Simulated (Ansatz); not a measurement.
GaN (4 atoms in the cell), run with Ansatz.

```
crystal:
  lattice:
    - [3.2184289164, 0.0, 0.0]
    - [-1.6092144582, 2.7872412019, 0.0]
    - [0.0, 0.0, 5.2430304702]
  atoms:
    - { symbol: Ga, position: [0.3333333333, 0.6666666667, 0.9991316875] }
    - { symbol: Ga, position: [0.6666666667, 0.3333333333, 0.4991316875] }
    - { symbol: "N", position: [0.3943293637, 0.6971646818, 0.3645904477] }
    - { symbol: "N", position: [0.6666666667, 0.3333333333, 0.8758683125] }
basis:
  ecutwfc: 420
kpoints:
  mp_grid: { grid: [12, 12, 6] }
hamiltonian:
  xc: pbe
scf:
  occupations: { method: fixed }
  max_iter: 80
output:
  forces: true
  eigenvalues: true
  stress: true
```

Command:
```bash
ansatz run input.yaml --threads 1 --pin off --max-ram 2560MiB --backend cpu --events-out ev --progress --plain --runs-dir out
```

Question: How does the iteration go?

Answer: It converged, after 6 iterations. The residual falls at every step. The input holds an odd setting (fixed occupations whatever the gap), but it does no harm here: the energy lies within 1 meV per atom of a run with usual settings.

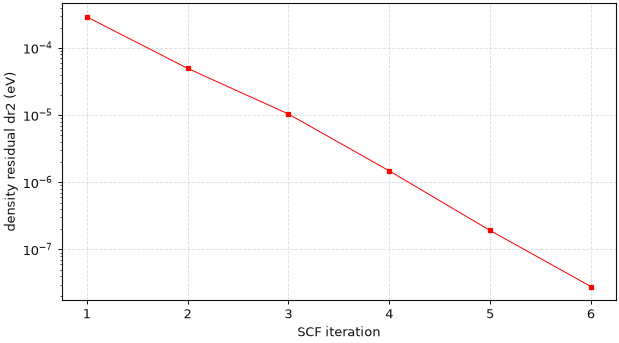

SCF iterations of a calculation: density residual dr2. The starting density is a sum of atomic densities corrected by a trained network, so the first residual is already small.
